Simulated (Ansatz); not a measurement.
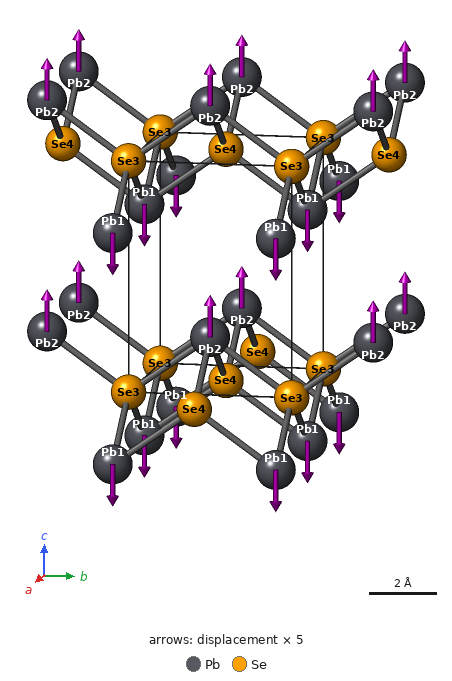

This is a relaxation of solid PbSe (a generated structure, set up in P4/nmm) (coarse preliminary run). The starting structure is drawn; purple arrows show the displacements (the part carried along by the change of the cell is left out), 5 times their true length.

Style: ball-and-stick. Shown: the cell of the calculation, slightly off an axis.

The calculation used DFT PBE, scalar-relativistic, plane waves, PAW (Ansatz). Settings: plane-wave cutoff 420 eV; k-point mesh 4 × 4 × 4; occupations gaussian; smearing width 0.1 eV; no spin polarisation; cell and atoms relaxed; force threshold 0.04 eV/Å; at most 70 steps.

> What happened in the run?

Over 12 accepted moves (13 points after the start) the energy falls by 234 meV per atom. Largest force component: 1.6 eV/Å at the start, 0.013 eV/Å at the end. The pressure goes from −2.30 to −0.04 GPa. At 1 point the geometry stayed and the basis and grid were re-selected for the new cell (energy shift of 0.1 meV per atom at most each time). The largest moves relative to the cell, 0.26 Å, are those of Pb1 and Pb2. Pb2 goes along +c. Se stays in place. Cell: a = b 4.997 → 5.341 Å (+6.9 %), c 7.067 → 4.315 Å (−38.9 %). Volume −30.2 %. Among the contacts that change: Pb1–Se3 3.060 → 2.987 Å. Among the angles between lasting bonds that change: Se3–Pb1–Se3 109.5° → 126.8°, Pb1–Se4–Pb1 109.5° → 126.8°, Se3–Pb1–Se4 70.5° → 78.4°. The space group stays P4/nmm (No. 129).
